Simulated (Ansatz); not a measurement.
Si: single-point calculation

System: Si (4 atoms in the cell).
Method: DFT, PBE, plane waves, PAW, no spin polarisation (Ansatz 0.2.0).

The structure was built on a prototype by a generator. The geometry comes from this level: r2SCAN (a point of a series of strains). It belongs to a series of runs on one base structure; here: epitaxial_xy strain -4.0%. Figures and captions count atoms from 1; the log counts them from 0 in places.

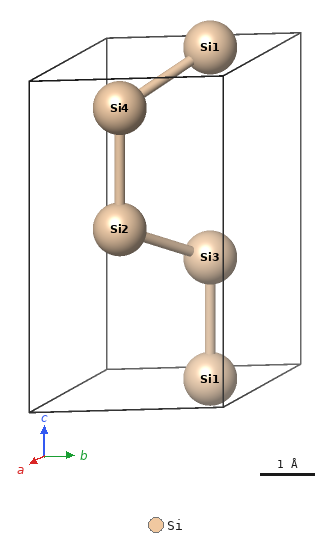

*The structure (ball-and-stick view of the cell of the calculation, seen slightly off an axis; atoms are numbered from 1 in the order of the input).*

Near neighbours in the crystal (not all of them lie inside the picture): Si has 4 Si at 2.29 to 2.36 Å.

Summary:

```tsv
quantity	value
outcome	converged
space group (tolerance 0.01 Å)	P6₃/mmc (194)
electrons treated	16
free energy	−2542.9536 eV
Fermi energy	7.467 eV
band gap	0.23 eV
pressure	8.27 GPa
largest force (length of the vector)	0.031 eV/Å
hardware	2 threads of AMD EPYC (Zen 3), 264 GiB of memory available, shared host
wall time	1.6 s (CPU time 3.1 s)
peak memory	0.49 GiB
```

Input file:
```yaml
crystal:
  lattice:
    - [3.6788443766, 0.0, 0.0]
    - [-1.8394221883, 3.1859726867, 0.0]
    - [0.0, 0.0, 6.4357401288]
  atoms:
    - { symbol: Si, position: [0.3333333333, 0.6666666667, 0.0044737245] }
    - { symbol: Si, position: [0.6666666667, 0.3333333333, 0.5044737245] }
    - { symbol: Si, position: [0.3333333333, 0.6666666667, 0.3705262755] }
    - { symbol: Si, position: [0.6666666667, 0.3333333333, 0.8705262755] }
kpoints:
  mp_grid: { grid: [12, 12, 4] }
  band_path:
    path:
      - [0.0, 0.0, 0.0]
      - [0.5, 0.0, 0.0]
      - [0.3333333333, 0.3333333333, 0.0]
      - [0.0, 0.0, 0.5]
      - [0.5, 0.0, 0.5]
      - [0.3333333333, 0.3333333333, 0.5]
    npoints: 1
hamiltonian:
  xc: pbe
scf:
  occupations: { method: fermi_dirac, width: 0.02 }
  n_extra_bands: 5
output:
  forces: true
  stress: true
  eigenvalues: true
  write_density: true
  write_potential: true
  elf: true
  volumetric_format: npy
```

Run as:
```bash
ansatz run input.yaml --threads 2 --pin off --max-ram 18432MiB --backend cpu --events-out ev --progress --plain --runs-dir out
```

Log:
```
scf.n_extra_bands = 5 over 8 filled bands (N_el = 16.0): the run solves 13 bands
Engine: ansatz 0.2.0, x86_64-unknown-linux-gnu
Pseudopotentials: kind: paw
Pseudopotential: Si, paw, valence charge 4, recommended cutoff 420 eV (normal), Si.paw.azcp
Functional definition: PBE
  parameter kappa = 0.804
  parameter beta = 0.06672455060314922
  exchange = pbe_x(kappa = kappa, mu = beta*pi^2/3)
  correlation = pbe_c(beta = beta)
Crystal: 4 atoms, lattice volume = 75.431 Å³
Basis set: ecut = 420 eV, 1485 PW (Γ), exchange–correlation on 50×50×90 points (8 copies of the dense FFT grid, shifted against one another)
Bands: 13, of which v1, the nominal top of the filled ones, is band 8 counted from 1 (7 counted from 0)
Symmetry: 24 space group operations
Space group: P63/mmc (ITA 194), of the structure as read, at distance tolerance 4.2e-5 Å
k-points: 57 of 576
Non-local potential: Si, projectors of the file, l = 0: 2, l = 1: 2, l = 2: 2
PAW form: soft (Blöchl's): semilocal exchange-correlation on the pseudo side does not see the compensation charge
PAW one-centre angular grid: Si, 110 points (default); XC on 64 Gauss nodes
Initial density: superposition of atomic densities (neutral atoms: chi_scale 0, normalization atom), corrected by the library's trained network
Initial wavefunctions: pseudopotential atomic-orbital guess
Functional: x = pbe(κ = 0.804, μ = 0.2195149727645171), c = pbe(β = 0.06672455060314922)
SCF iter   1: F=—  HF=-2542.952537 eV  |F-HF|=—  |Δ(HF+E_count)|=         —  Δρ=1.51e-3  dr2=2.60e-3  ethr=1.77e-3  ⟨swp⟩=6.9  Hψ=5417  notcnv=0
preconditioner: auto → none  [insulator: Δε(μ)=0.254 eV  Ē_g=8.451 eV  σ=0.020 eV  W_gap=1.00  n_scr=10 (ndim 8)  ℏωp=17.1 eV  f_vac=0.000  D(μ)=0.00/eV (n_scr^D=0)  ε∞_Penn≈5.1]
SCF iter   2: F=—  HF=-2542.953238 eV  |F-HF|=—  |Δ(HF+E_count)|=   7.01e-4  Δρ=6.00e-4  dr2=2.99e-4  ethr=1.62e-5  ⟨swp⟩=2.2  Hψ=1830  notcnv=0  defer=41
SCF iter   3: F=—  HF=-2542.953643 eV  |F-HF|=—  |Δ(HF+E_count)|=   4.06e-4  Δρ=1.59e-4  dr2=1.50e-5  ethr=1.87e-6  ⟨swp⟩=2.1  Hψ=1252  notcnv=0  defer=41
SCF iter   4: F=—  HF=-2542.953645 eV  |F-HF|=—  |Δ(HF+E_count)|=   1.34e-6  Δρ=1.31e-5  dr2=1.75e-7  ethr=9.37e-8  ⟨swp⟩=2.1  Hψ=1117  notcnv=0  defer=41
iter 5 did not close the SCF: its close was put off for the readings that it lacked (scf_convergence_deferred on its scf_iter line)
SCF iter   5: F=-2542.953645 eV  HF=-2542.953645 eV  |F-HF|=5.89e-9  |Δ(HF+E_count)|=   4.04e-7  Δρ=2.64e-6  dr2=3.10e-9  ethr=1.09e-9  ⟨swp⟩=2.0  Hψ=1145  notcnv=0  defer=41
SCF iter   6: F=-2542.953645 eV  HF=-2542.953645 eV  |F-HF|=7.05e-11  |Δ(HF+E_count)|=   7.03e-9  Δρ=2.16e-7  dr2=2.02e-11  ethr=1.94e-11  ⟨swp⟩=8.5  Hψ=4795  notcnv=0
SCF 1 converged in 6 iterations: F = -2542.953645 eV  dr2 = 2.02e-11
  greatest PAW one-centre occupation: 0.638 electrons in one spin orbital (limit 2), on the Si atom at site 3 (counted from 0), in its partial waves of l = 0
```

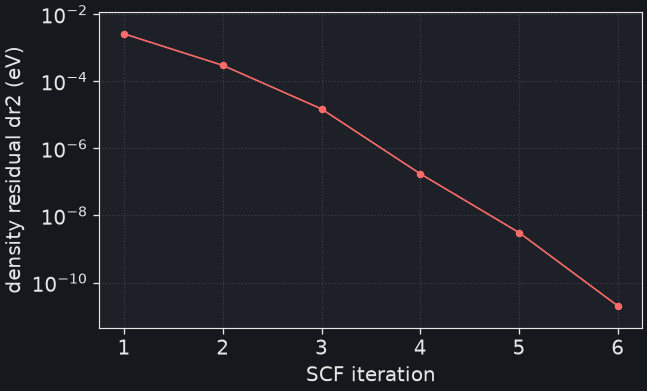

*Convergence of the self-consistent field: density residual dr2 against the SCF iteration.*

The residual falls at every step.

```
NSCF: frozen V_eff on 6 k-points
SCF converged after 6 iterations
Free energy (F): -2542.953645 eV
Harris-Foulkes:  -2542.953645 eV  (|F-HF|=7.05e-11)
Internal energy: -2542.953640 eV  (E = F + TS)
E sigma→0 (E₀):  -2542.953642 eV
Entropy (-TS):   -0.000006 eV (-0.001 meV/atom)
Fermi energy:    7.466970 eV
--- Per-component energies (eV) ---
  E_band       = 26.332987
  E_kinetic    = 165.641512
  E_local      = -102.668740  (includes V_loc(G=0)·N_el)
  E_nonlocal   = 105.602455
  E_hartree    = 28.730306
  E_xc         = -222.580040
  E_vxc        = -189.369255  (∫ρ·V_xc dr)
  E_paw        = -2051.663975  (= ΣΔE_a)
  E_vpaw       = -10.333622  (= ΣTr[D̂ρ^β])
  E_aug_tail   = 0.000024  (compensation charges beyond the density's cutoff)
  E_ewald      = -466.015181
  E_smearing   = -0.000006  (= −TS)
  E_closure    = 0.000000  (closes the sum)
  Σ components = -2542.953645   (vs F -2542.953645, Δ=0.00e0)
--- Forces (eV/Å), atoms counted from 1 ---
  atom   1  Si     0.00000000    -0.00000000     0.03105767
  atom   2  Si    -0.00000000     0.00000000     0.03105767
  atom   3  Si     0.00000000    -0.00000000    -0.03105767
  atom   4  Si    -0.00000000     0.00000000    -0.03105767
  max |Σ_I F_I| component: 3.70e-17 eV/Å
--- Stress (GPa, compression-positive) ---
       11.682665      -0.000000      -0.000000
        0.000000      11.682665       0.000000
       -0.000000       0.000000       1.440485
  P = ⅓ Tr σ = 8.2686 GPa (82.686 kbar)
--- Band table (eV; the first three rows and the last of 57) ---
  k-point 0: bands = ["-5.5162", "-3.3522", "-0.5358", "5.9439", "5.9439", "6.3474", "7.3502", "7.3502", "8.7155", "9.0590", "9.4224", "9.4224", "11.4836"]
  k-point 1: bands = ["-5.3222", "-3.9248", "0.4135", "4.6571", "6.0898", "6.0898", "7.0416", "7.0416", "9.2258", "9.7190", "9.7190", "9.7746", "11.0894"]
  k-point 2: bands = ["-4.7587", "-4.7587", "2.3567", "2.3567", "6.4981", "6.4981", "6.4981", "6.4981", "9.6533", "9.6533", "10.3581", "10.3581", "10.3581"]
  k-point 56: bands = ["-1.7219", "-1.7219", "-0.4376", "-0.4376", "2.3457", "2.3457", "4.7824", "4.7824", "8.4468", "8.4468", "10.2745", "10.2745", "13.8026"]
```

File bands.tsv:
```
# k_distance	band_0	band_1	band_2	band_3	band_4	band_5	band_6	band_7	band_8	band_9	band_10	band_11	band_12
# fermi_ev = 7.466970
# lock_threshold_ev = 1e-6
# [0, 0, 0] at k_distance = 0.000000
# [0.5, 0, 0] at k_distance = 0.986070
# [0.3333333333, 0.3333333333, 0] at k_distance = 1.555378
# [0, 0, 0.5] at k_distance = 2.794222
# [0.5, 0, 0.5] at k_distance = 3.780292
# [0.3333333333, 0.3333333333, 0.5] at k_distance = 4.349600
# levels_relative_to = fermi_ev
# free_energy_ev = -2542.953645
# largest_residual_norms_ev = 1.154e-3 1.352e-3 9.573e-4 9.236e-4 7.830e-4 8.331e-4 1.344e-3 1.465e-3 7.202e-4 1.641e-3 1.484e-3 1.522e-3 4.059e-3
0.000000	-12.983125	-10.819209	-8.002756	-1.523077	-1.523077	-1.119574	-0.116767	-0.116767	1.248490	1.592024	1.955477	1.955477	4.016587
0.986070	-10.516886	-8.929737	-8.254940	-6.613192	-5.299553	-3.604758	-3.271130	-1.764945	0.271907	2.135292	2.224153	2.832749	3.628976
1.555378	-9.464251	-9.464251	-7.124135	-7.124135	-5.791940	-4.142578	-4.142578	-4.036838	0.116777	4.682700	4.682700	4.887096	4.887096
2.794222	-12.225622	-12.225622	-5.110221	-5.110221	-0.968888	-0.968888	-0.968888	-0.968888	2.186375	2.186375	2.891112	2.891112	2.891112
3.780292	-9.840803	-9.840803	-7.824729	-7.824729	-3.172318	-3.172318	-2.672927	-2.672927	0.450421	0.450421	1.207429	1.207429	5.251588
4.349600	-9.188863	-9.188863	-7.904567	-7.904567	-5.121284	-5.121284	-2.684560	-2.684560	0.979815	0.979815	2.807580	2.807580	6.335668
```

File rho_z.tsv:
```
# z_ang	rho[e/angstrom^3]
# format = ansatz-planar-average/11
# lattice	3.678844377	0.000000000	0.000000000
# lattice	-1.839422188	3.185972687	0.000000000
# lattice	0.000000000	0.000000000	6.435740129
# sites	4
# site	14	0.000000000	2.123981791	0.028791728
# site	14	1.839422188	1.061990896	3.246661793
# site	14	0.000000000	2.123981791	2.384610820
# site	14	1.839422188	1.061990896	5.602480884
0.000000	2.761102e-1
0.143016	2.401231e-1
0.286033	2.092298e-1
0.429049	1.862093e-1
0.572066	1.695034e-1
0.715082	1.558244e-1
0.858099	1.437125e-1
1.001115	1.342966e-1
1.144132	1.293115e-1
1.287148	1.296519e-1
1.430164	1.352611e-1
1.573181	1.451176e-1
1.716197	1.574486e-1
1.859214	1.713644e-1
2.002230	1.886772e-1
2.145247	2.126713e-1
2.288263	2.444522e-1
2.431280	2.806496e-1
2.574296	3.138191e-1
2.717312	3.352712e-1
2.860329	3.389002e-1
3.003345	3.236567e-1
3.146362	2.939234e-1
3.289378	2.578389e-1
3.432395	2.237523e-1
3.575411	1.967488e-1
3.718428	1.772787e-1
3.861444	1.624490e-1
4.004461	1.495445e-1
4.147477	1.385476e-1
4.290493	1.311699e-1
4.433510	1.287989e-1
4.576526	1.318371e-1
4.719543	1.397625e-1
4.862559	1.510791e-1
5.005576	1.641643e-1
5.148592	1.793845e-1
5.291609	1.996785e-1
5.434625	2.276862e-1
5.577641	2.623911e-1
5.720658	2.981732e-1
5.863674	3.264917e-1
6.006691	3.395116e-1
6.149707	3.334820e-1
6.292724	3.101457e-1
```

File v_z.tsv:
```
# z_ang	v_es[eV]	v_tot[eV]
# format = ansatz-planar-average/11
# xc	pbe
# density_cutoff_ev	1680
# datasets	Si=:simpson_from_first_knot:soft
# lattice	3.678844377	0.000000000	0.000000000
# lattice	-1.839422188	3.185972687	0.000000000
# lattice	0.000000000	0.000000000	6.435740129
# sites	4
# site	14	0.000000000	2.123981791	0.028791728
# site	14	1.839422188	1.061990896	3.246661793
# site	14	0.000000000	2.123981791	2.384610820
# site	14	1.839422188	1.061990896	5.602480884
0.000000	-3.364446e0	-1.473236e1
0.143016	-2.314293e0	-1.320918e1
0.286033	-7.947062e-1	-1.104255e1
0.429049	1.162325e0	-8.325966e0
0.572066	3.370715e0	-5.395083e0
0.715082	5.504720e0	-2.760277e0
0.858099	7.120360e0	-7.793706e-1
1.001115	8.070436e0	4.194417e-1
1.144132	8.517012e0	9.393818e-1
1.287148	8.486331e0	9.060738e-1
1.430164	7.982193e0	3.102412e-1
1.573181	6.956793e0	-9.843445e-1
1.716197	5.257922e0	-3.059066e0
1.859214	3.090075e0	-5.755157e0
2.002230	8.992696e-1	-8.687151e0
2.145247	-1.011462e0	-1.134720e1
2.288263	-2.468680e0	-1.343424e1
2.431280	-3.473007e0	-1.488349e1
2.574296	-4.252623e0	-1.589165e1
2.717312	-4.792371e0	-1.655181e1
2.860329	-4.885196e0	-1.666801e1
3.003345	-4.496492e0	-1.618893e1
3.146362	-3.782237e0	-1.529901e1
3.289378	-2.888008e0	-1.404742e1
3.432395	-1.617200e0	-1.220503e1
3.575411	1.387666e-1	-9.739315e0
3.718428	2.250777e0	-6.854960e0
3.861444	4.475350e0	-4.012942e0
4.004461	6.398803e0	-1.674193e0
4.147477	7.668932e0	-8.462146e-2
4.290493	8.350607e0	7.538230e-1
4.433510	8.563485e0	9.889948e-1
4.576526	8.291180e0	6.848921e-1
4.719543	7.546802e0	-2.397823e-1
4.862559	6.190597e0	-1.928518e0
5.005576	4.203750e0	-4.348076e0
5.148592	1.974213e0	-7.224472e0
5.291609	-1.039240e-1	-1.007697e1
5.434625	-1.803528e0	-1.247143e1
5.577641	-3.014750e0	-1.423195e1
5.720658	-3.880880e0	-1.542675e1
5.863674	-4.568153e0	-1.627621e1
6.006691	-4.900789e0	-1.668771e1
6.149707	-4.746536e0	-1.649499e1
6.292724	-4.163684e0	-1.578227e1
```

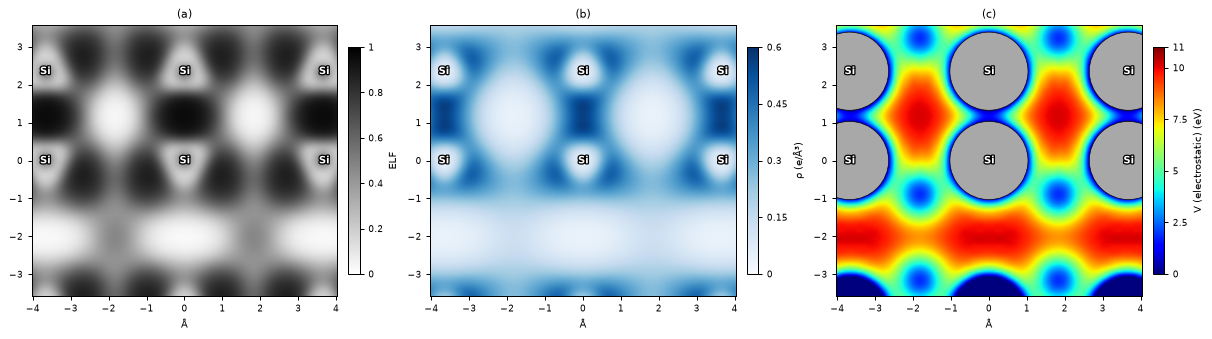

*(a) electron localisation function; (b) valence pseudo-density; (c) electrostatic potential energy of an electron on the (100) plane of the conventional cell. Grey discs, where drawn, cover atomic cores.*

Si–Si (2.36 Å): ρ is about 0.56 e/Å³ halfway, a local maximum along the line; the ELF peaks at about 0.95 between the atoms, which marks a covalent bond. Away from the nuclei the density in this plane falls to 0.04 e/Å³ at its lowest. Outside the cores the potential energy rises away from the atoms and is highest about 2.0 Å from the nearest atoms; outside the discs it spans about 10 eV, and its zero is arbitrary. In a PAW calculation such maps are meaningful between the atoms, not at the nuclei.

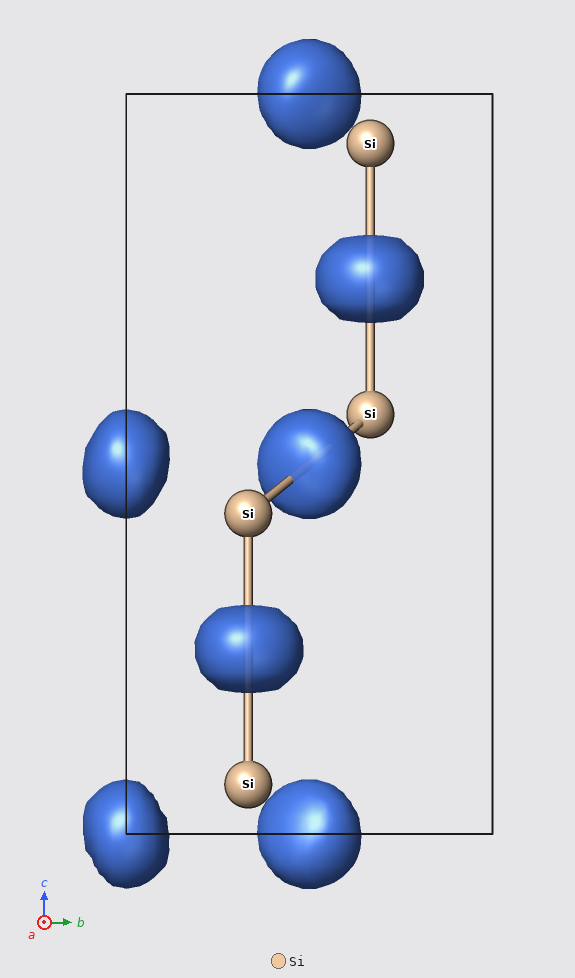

*Isosurface of the ELF at 0.9 (blue), seen along the a axis. Core shells and regions of very low density are left out. Sticks mark near contacts. The outline is the cell set on symmetry axes.*

The ELF exceeds this value in eight regions between bonded Si–Si atoms (shared pairs), counted in one cell of 4 atoms. Along the contacts the grid gives the following.
